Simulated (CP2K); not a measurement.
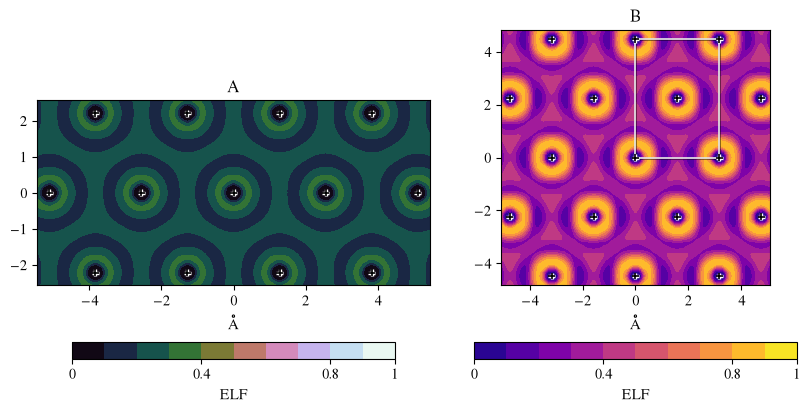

The electron localisation function of 2 systems, each on a plane through atoms (crosses mark nuclei in the plane).

Computed with Kohn-Sham DFT of a periodic cell, PBE, GTH-PBE with UZH-TZVP basis in CP2K.

System 1: Cu, the (111) plane of the conventional cell. Space group Fm-3m; computed pressure about 3 GPa in this cell.

```
CELL_PARAMETERS angstrom
2.55619 1.47582 -2.08712
0.00000 2.95164 2.08712
2.55619 -1.47582 2.08712
ATOMIC_POSITIONS crystal
Cu 0.00000 0.00000 0.00000
Cu 0.00000 0.50000 0.50000
Cu 0.50000 0.50000 0.00000
Cu 0.50000 0.00000 0.50000
```

System 2: W, the (011) plane of the conventional cell. Space group Im-3m; computed pressure about 4 GPa in this cell.

```xyz
2
Lattice="1.8271 -1.2920 2.2378 1.8271 2.5840 0.0000 -1.8271 1.2920 2.2378" Properties=species:S:1:pos:R:3 pbc="T T T"
W     0.0000    0.0000    0.0000
W     0.9136    1.2920    2.2378
```

Question: Match each panel to its system.

Answer: Panel A is system 1, Cu: the plane holds Cu. Cu–Cu (2.56 Å): the ELF is about 0.25 at the midpoint: no shared electron pair shows on this line. Panel B is system 2, W: the plane holds W. W–W (2.74 Å): the ELF is about 0.40 at the midpoint.
